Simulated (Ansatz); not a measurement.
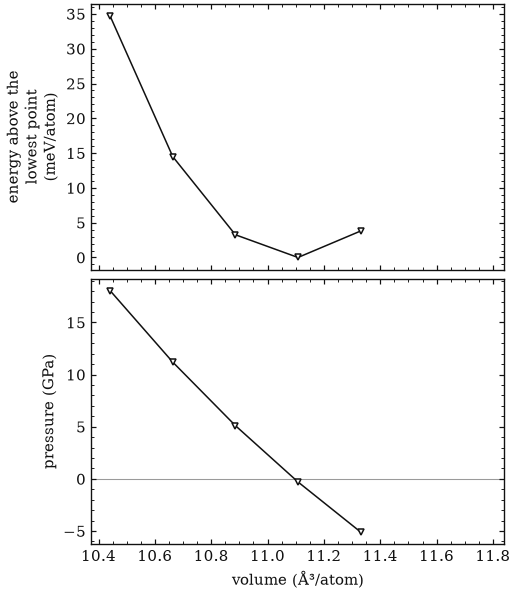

The figure shows the energy above the lowest point and pressure against volume for Ir₂O₃, space group Pn-3m (No. 224) (one of a set of cubic test structures, which need not be the stable phase).

How it was computed, with Ansatz 0.2.0 development build: equation of state of a cubic crystal from periodic Kohn-Sham density functional theory without spin, third-order Birch-Murnaghan fit to the free energies; pressure corrected for the finite basis. Level: PBE.

| setting | value |
| --- | --- |
| structure type | cubic X2O3 |
| atoms in cell | 10 |
| space group number | 224 |
| lattice centring | simple cubic |
| k mesh | 23×23×23 |
| occupation method | Fermi–Dirac |
| occupation width | 0.06123 eV |
| wave cutoff | 420 eV |
| datasets | soft-1 PAW |
| density tolerance | 1.1e−07 eV |
| bands | 62 |
| density cutoff ratio | 4 |
| search for lower states | default |

The points at volume 11.55 Å³/atom and 11.77 Å³/atom are left out of the plot. What values does the calculation give there?

```
volume (Å³/atom)  energy above the lowest point (meV/atom)  pressure (GPa)
           11.55                                      13.9            -9.3
           11.77                                      29.5           -13.1
```

Keep in mind: cubic model structure, not the ambient form.
